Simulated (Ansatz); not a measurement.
## Al: 6 runs along one coordinate

System: Al (4 atoms in the cell).
Method: DFT LDA+D3(BJ), scalar-relativistic, plane waves, PAW, PAW set soft_1, no spin polarisation (Ansatz 0.2.0).

The 6 runs differ only in the geometry, by a shift of atoms along one path in a fixed cell. The shift s is measured from run 4: Al1 moves along the Cartesian direction (−1.00, 0.00, 0.00), and Al3 with it in fixed proportion. The structure derives from a Materials Project entry.

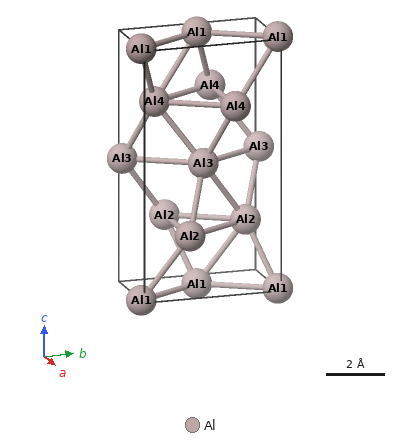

Figure 1. The structure of run 4 (ball-and-stick view of the cell 2 times as large as that of the calculation, set on its symmetry axes, seen slightly off an axis; atoms are numbered from 1 in the order of the input).

## Input of run 4
```yaml
crystal:
  lattice:
    - [2.8859323722, 0.0, 0.0]
    - [-1.4429661861, 2.4992907479, 0.0]
    - [0.0, 0.0, 9.1065785895]
  atoms:
    - { symbol: Al, position: [-0.1271381144, 0.0, 0.0] }
    - { symbol: Al, position: [0.3333333333, 0.6666666667, 0.25] }
    - { symbol: Al, position: [0.1271381144, 0.0, 0.5] }
    - { symbol: Al, position: [0.6666666667, 0.3333333333, 0.75] }
basis:
  ecutwfc: 420
kpoints:
  mp_grid: { grid: [18, 18, 6] }
hamiltonian:
  xc: lda
  pseudopotentials: { kind: paw, azcp: { folder: soft_1 } }
  dispersion: d3bj
scf:
  occupations: { method: gaussian, width: 0.15 }
output:
  forces: true
  stress: true
  eigenvalues: true
```

Command:
```bash
ansatz run input.yaml --threads 2 --pin off --max-ram 4096MiB --backend cpu --events-out ev --progress --plain --runs-dir out
```

Lattice vectors (Å) and fractional positions of run 4:
```
   2.885932    0.000000    0.000000
  -1.442966    2.499291    0.000000
   0.000000    0.000000    9.106579
Al -0.127138  0.000000  0.000000
Al  0.333333  0.666667  0.250000
Al  0.127138  0.000000  0.500000
Al  0.666667  0.333333  0.750000
```

Run 3 differs from it as follows:
```diff
-    - { symbol: Al, position: [-0.1271381144, 0.0, 0.0] }
+    - { symbol: Al, position: [-0.0847587429, 0.0, 0.0] }
-    - { symbol: Al, position: [0.1271381144, 0.0, 0.5] }
+    - { symbol: Al, position: [0.0847587429, 0.0, 0.5] }
```

## Results, with one run withheld

| run | shift s of Al1 (Å) | free energy per atom, from the lowest run given (meV) | pressure (GPa) | force along the path (eV/Å) |
| --- | --- | --- | --- | --- |
| 1 | −0.3669 | 0.00 | −5.99 | 0.000 |
| 2 | −0.2446 | 2.63 | −5.86 | −0.174 |
| 3 | −0.1223 | ? | ? | ? |
| 4 | 0.0000 | 25.23 | −4.83 | −0.579 |
| 5 | 0.1223 | 46.29 | −3.97 | −0.798 |
| 6 | 0.2446 | 73.86 | −2.96 | −1.000 |

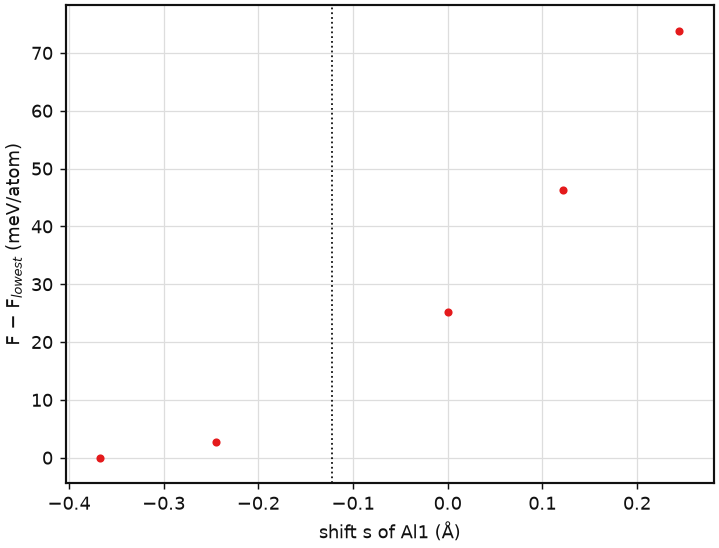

Figure 2. Free energy per atom of the runs given; the dotted line marks run 3.

Estimate the energy of run 3 from the others.

A cubic polynomial in the coordinate, fitted to the 5 runs given, misses them by at most 0.09 meV per atom. With x = s + 0.0489, it reads F = 18.8 + 122.95 x + 211.13 x² + 32.21 x³ (meV per atom). At run 3 it gives 10.90 meV per atom, and the run itself gives 10.83. The slope of the fit gives a force −dF/ds of −0.370 eV/Å along the path (summed over the atoms that move), and the printed forces give −0.366 eV/Å. The fit has its minimum at s = −0.3626 Å.

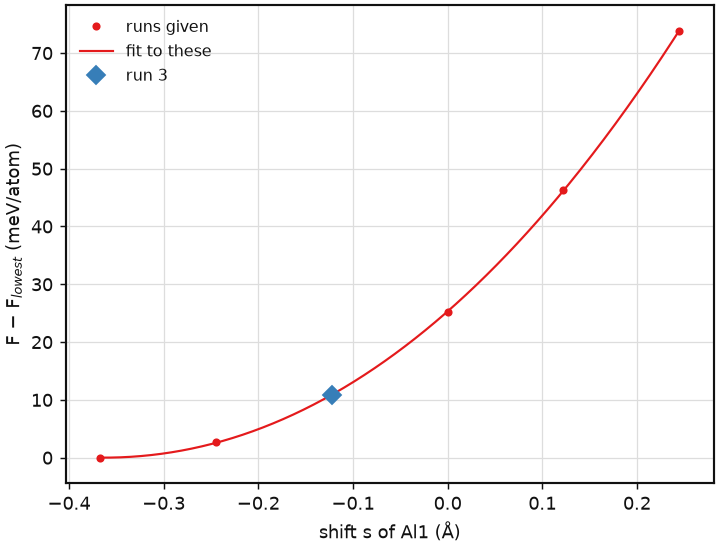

Figure 3. The fit and the withheld run.

## Output, shortened to warnings, some set-up lines, iterations and results (run 3)
```
Warning: [file] the record states the generating functional pbe (its physics header spells it `PBE`), which answers neither for hamiltonian.xc's functional nor for the lda family's — results may be inconsistent (PPs are generated against a specific XC)
Warning: the engine holds no damping parameters fitted to this dispersion correction and functional, so the run takes those fitted to pbe (hamiltonian.dispersion, under Limitations)
Basis set: ecut = 420 eV, 1267 PW (Γ)
Symmetry: 4 space group operations
k-points: 364 of 1944 (time reversal used)
Initial density: superposition of atomic densities (chi_scale 0.1, normalization cell)
[...]
SCF iter   1: F=—  HF=-2052.942374 eV  |F-HF|=—  |Δ(HF+E_count)|=         —  Δρ=2.06e-2  dr2=2.92e-1  ethr=3.10e-3  ⟨swp⟩=6.5  Hψ=64696  notcnv=0  defer=10
SCF iter   2: F=—  HF=-2052.812917 eV  |F-HF|=—  |Δ(HF+E_count)|=   1.29e-1  Δρ=1.33e-2  dr2=1.24e-1  ethr=2.43e-3  ⟨swp⟩=1.0  Hψ=8008  notcnv=0  defer=17
SCF iter   3: F=—  HF=-2052.737554 eV  |F-HF|=—  |Δ(HF+E_count)|=   7.54e-2  Δρ=3.04e-4  dr2=4.69e-5  ethr=1.03e-3  ⟨swp⟩=1.0  Hψ=4366  notcnv=0  defer=17
SCF iter   4: F=—  HF=-2052.737320 eV  |F-HF|=—  |Δ(HF+E_count)|=   2.34e-4  Δρ=5.70e-5  dr2=4.10e-6  ethr=3.91e-7  ⟨swp⟩=2.0  Hψ=6592  notcnv=0  defer=17
SCF iter   5: F=—  HF=-2052.737319 eV  |F-HF|=—  |Δ(HF+E_count)|=   7.15e-7  Δρ=2.22e-5  dr2=1.32e-6  ethr=3.42e-8  ⟨swp⟩=2.0  Hψ=5918  notcnv=0  defer=17
SCF iter   6: F=-2052.737319 eV  HF=-2052.737319 eV  |F-HF|=5.64e-9  |Δ(HF+E_count)|=   3.67e-7  Δρ=3.49e-6  dr2=1.05e-8  ethr=8.33e-10  ⟨swp⟩=6.5  Hψ=25866  notcnv=0
SCF 1 converged in 6 iterations: F = -2052.737319 eV  dr2 = 1.05e-8
SCF converged after 6 iterations
Free energy (F): -2052.737319 eV
Harris-Foulkes:  -2052.737319 eV  (|F-HF|=5.64e-9)
Internal energy: -2052.718995 eV  (E = F + TS)
E sigma→0 (E₀):  -2052.728157 eV
Entropy (-TS):   -0.018324 eV (-4.581 meV/atom)
Fermi energy:    7.771159 eV
--- Per-component energies (eV) ---
  E_band       = 40.277571
  E_kinetic    = 90.653385
  E_local      = 39.420965  (includes V_loc(G=0)·N_el)
  E_nonlocal   = 42.843358
  E_hartree    = 0.435405
  E_xc         = -149.763156
  E_vxc        = -118.168370  (∫ρ·V_xc dr)
  E_paw        = -1780.856282  (= ΣΔE_a)
  E_vpaw       = -15.342529  (= ΣTr[D̂ρ^β])
  E_aug_tail   = -0.000014  (compensation charges beyond the density's cutoff)
  E_ewald      = -294.322999
  E_disp       = -1.352524  (pairwise vdW)
  E_core_change = 0.222866  (= ΣΔE_core)
  E_smearing   = -0.018324  (= −TS)
  E_closure    = -0.000000  (closes the sum)
  Σ components = -2052.737319   (vs F -2052.737319, Δ=0.00e0)
--- Forces (eV/Å), atoms counted from 1 ---
  atom   1  Al     0.18295758     0.00000000    -0.00000000
  atom   2  Al     0.00000000    -0.07607487     0.00000000
  atom   3  Al    -0.18295758     0.00000000    -0.00000000
  atom   4  Al     0.00000000     0.07607487     0.00000000
  max |Σ_I F_I| component: 2.78e-17 eV/Å
--- Stress (GPa, compression-positive) ---
       -6.634810      -0.000000       0.000000
       -0.000000      -6.669956      -0.000000
        0.000000      -0.000000      -3.090724
  P = ⅓ Tr σ = -5.4652 GPa (-54.652 kbar)
```

Notes on the run: the PAW datasets were made with another functional; the dispersion correction has no parameters fitted for this combination and takes those fitted for PBE.
